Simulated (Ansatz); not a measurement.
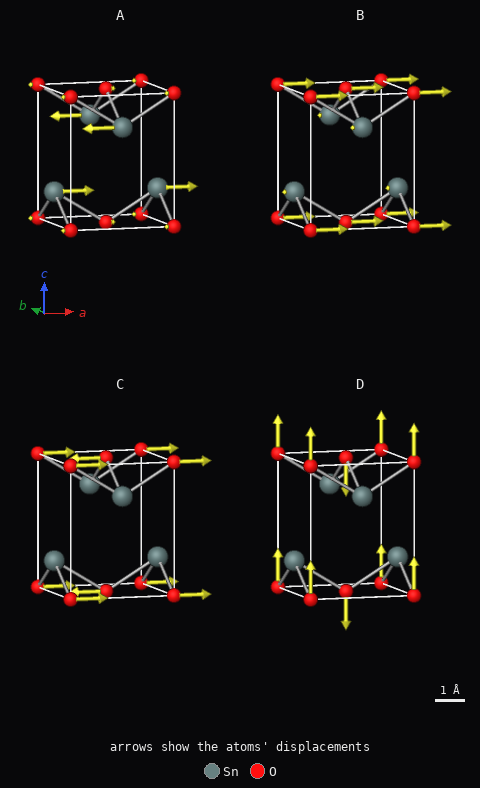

Four optical modes of a crystal of SnO at the zone centre, in no order (one member of each degenerate set). The yellow arrows give the relative displacements of the atoms. A ball-and-stick model of the cell of the calculation, seen slightly off an axis.

Level of theory: DFT PBE+D3(BJ), scalar-relativistic, plane waves, PAW in Ansatz. (plane-wave cutoff 420 eV; k-point mesh 12 × 12 × 10; occupations gaussian; smearing width 0.15 eV; no spin polarisation)

Order them from the lowest to the highest frequency (imaginary ones first).

A (110 cm⁻¹), B (254 cm⁻¹), D (338 cm⁻¹), C (450 cm⁻¹). A, E_g: All motion is along a; atoms of one kind move against one another, with no net shift of any sublattice. B, E_u: The O sublattice moves against the Sn sublattice, along a; it stretches the shortest O–Sn bonds (2.24 Å); the kinetic energy is shared as O 88 %, Sn 12 %. D, B₁g: The Sn atoms stay at rest; all motion is along c; atoms of one kind move against one another, with no net shift of their sublattice. C, E_g: The Sn atoms hardly move; all motion is along a; atoms of one kind move against one another, with no net shift of their sublattice; it stretches the shortest O–Sn bonds (2.24 Å). The crystal is metallic in this run.
